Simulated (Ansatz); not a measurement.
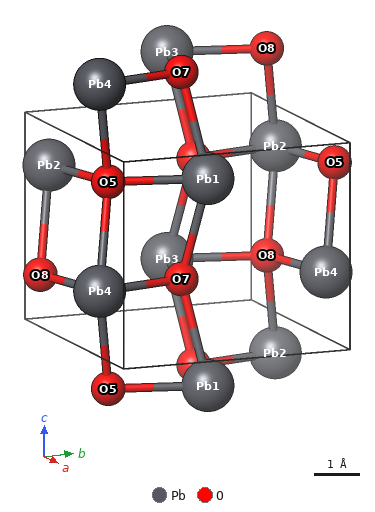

Starting structure of a crystal of PbO (built on the database structure type). A ball-and-stick model of the cell of the calculation, reduced to other axes, seen slightly off an axis. Lengths and directions refer to the drawn axes.

Computed with DFT, r2SCAN+rVV10, plane waves, PAW in Ansatz 0.2.0.

Input file:
```yaml
crystal:
  lattice:
    - [5.5435861024, 0.0, 0.0]
    - [0.0, 5.8859017546, 0.0]
    - [0.0, 0.0, 4.7926789491]
  atoms:
    - { symbol: Pb, position: [0.4891448927, 0.2681994326, 0.8097641385] }
    - { symbol: Pb, position: [0.9891448927, 0.7318005674, 0.8097641385] }
    - { symbol: Pb, position: [0.5108551073, 0.7318005674, 0.3097641385] }
    - { symbol: Pb, position: [0.0108551073, 0.2681994326, 0.3097641385] }
    - { symbol: O, position: [0.0884876371, 0.3594921566, 0.8097698615] }
    - { symbol: O, position: [0.5884876371, 0.6405078434, 0.8097698615] }
    - { symbol: O, position: [0.4115123629, 0.3594921566, 0.3097698615] }
    - { symbol: O, position: [0.9115123629, 0.6405078434, 0.3097698615] }
kpoints:
  mp_grid: { grid: [4, 4, 6] }
hamiltonian:
  xc: r2scan
  dispersion: rvv10
scf:
  occupations: { method: fermi_dirac, width: 0.02 }
relax:
  f_tol: 0.005
  cell: {}
```

Command:
```bash
ansatz run input.yaml --threads 4 --pin off --max-ram 6451MiB --backend cpu --events-out ev --progress --plain --runs-dir out
```

Q: What does the optimiser find from here?

A: Over 5 accepted moves (6 points after the start) the energy falls by 6.9 meV per atom. Largest force component: 0.33 eV/Å at the start, 0.0011 eV/Å at the end. Pressure: −2.62 GPa at the start and 0.00 GPa at the end. The SCF was repeated once at an unchanged geometry on a basis and grid sized afresh for the cell, which shifted the energy by 0.1 meV per atom at most. The largest moves relative to the cell, 0.051 Å, are those of O5, O6, O7 and O8. O7 goes along [−2 −1 0]. By element the largest moves are O 0.051 Å, Pb 0.012 Å. The drawn cell changes as follows: a 5.886 → 5.930 Å (+0.8 %), b 5.544 → 5.507 Å (−0.7 %), c 4.793 → 4.707 Å (−1.8 %); the volume changes by −1.7 %. Some distances before and after: Pb1–O6 2.260 → 2.226 Å, Pb1–O7 2.493 → 2.464 Å, Pb1–O5 2.285 → 2.257 Å. Among the angles between lasting bonds that change: Pb3–O6–Pb3 147.9° → 145.5°, O8–Pb2–O8 147.9° → 145.5°. The space group stays Pbcm (No. 57).

History of the run:

```csv
step,"E − E(0), meV/atom","largest force component, eV/Å","pressure, GPa","volume, Å³/atom",note
0,0.00,0.3330,-2.62,19.548,
1,-4.82,0.2479,1.70,18.749,
2,-5.41,0.2339,-0.28,19.026,
3,-6.90,0.0162,-0.15,19.295,
4,-6.98,0.0091,-0.01,19.222,
5,-7.00,0.0011,0.00,19.214,
6,-6.92,0.0011,0.00,19.214,"same geometry, new basis"
```

After the run, drawn alike:

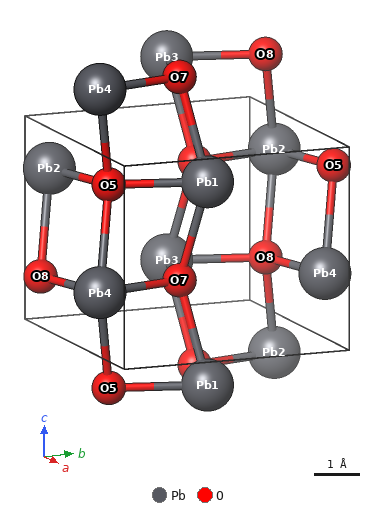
